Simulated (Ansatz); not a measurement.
Read the following structure.

```yaml
crystal:
  lattice:
    - [3.27939, 0.00000, 0.00000]
    - [-1.63970, 2.84004, 0.00000]
    - [0.00000, 0.00000, 5.29323]
  atoms:
    - { symbol: Zn, position: [0.66667, 0.33333, 0.49940] }
    - { symbol: Zn, position: [0.33333, 0.66667, 0.99940] }
    - { symbol: O, position: [0.66667, 0.33333, 0.12029] }
    - { symbol: O, position: [0.33333, 0.66667, 0.62029] }
```

Question: Give a crystallographic description of this input.

Answer: Chemical formula ZnO. Space group: P6_3mc (No. 186). Lattice: primitive hexagonal. The prototype is wurtzite. One cell contains 2 Zn, 2 O, 4 atoms in all. The polyhedra are ZnO4 tetrahedra; they share corners. Zn is linked to four O in a tetrahedral arrangement at 2.00 to 2.01 Å. O is coordinated by four Zn in a tetrahedral arrangement at 2.00 to 2.01 Å. The bonds build a three-dimensional framework.

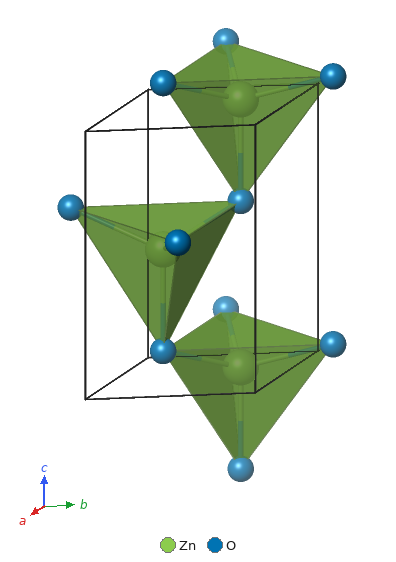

Polyhedral model, viewed slightly off an axis. The conventional unit cell is outlined; an atom on or near a face, edge or corner is repeated at each equivalent position. Some atoms of the next cells are drawn as well.

The model was built from a structure listed in the Materials Project. Earlier steps of the study may have refined or changed the cell and positions. It was run through Ansatz as a DFT input.
